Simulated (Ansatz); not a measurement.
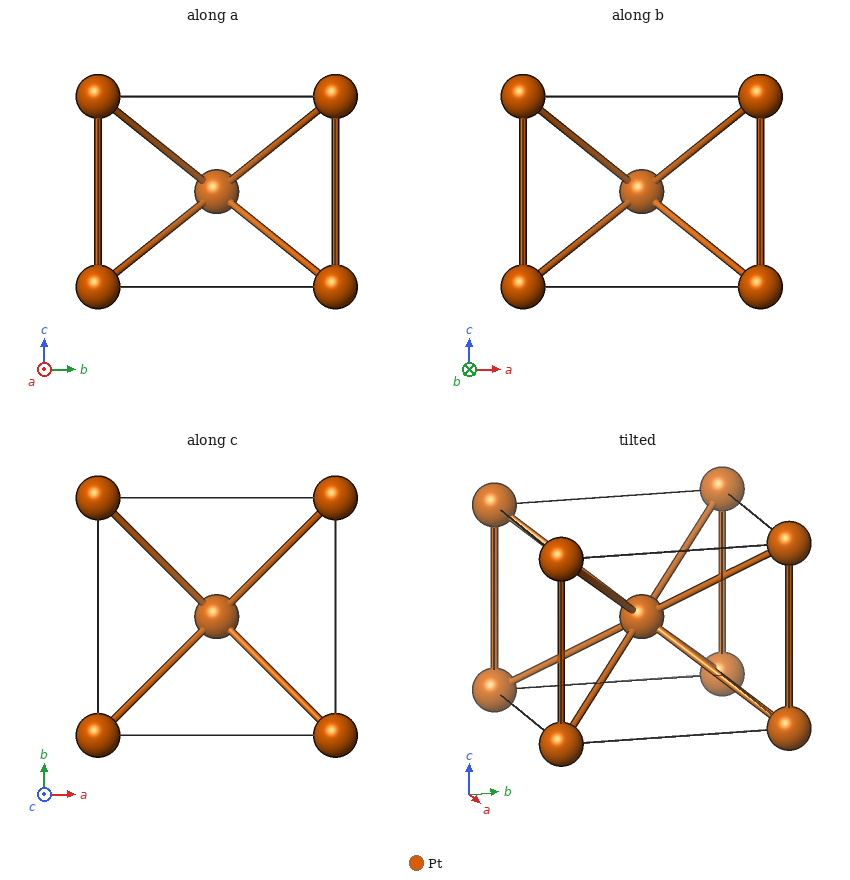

We look at a ball-and-stick model of the crystal along the a axis, along the b axis, along the c axis and slightly off an axis. The parallelepiped is the conventional unit cell.

Lattice parameters: a = 3.379 Å, b = 3.379 Å, c = 2.712 Å, α = 90.00°, β = 90.00°, γ = 90.00°. Put a along x and b in the xy plane.

> Record the structure as a POSCAR file.

```
Pt
1.0
     3.379    0.000    0.000
     0.000    3.379    0.000
     0.000    0.000    2.712
Pt
2
Direct
  0.0000 0.0000 0.0000
  0.5000 0.5000 0.5000
```

The structure was taken from a structure type filled with this element by a generator (whether the element takes this form wasn't checked). The structure drawn was relaxed with Ansatz 0.2.0, DFT r2SCAN, scalar-relativistic, plane waves, PAW.
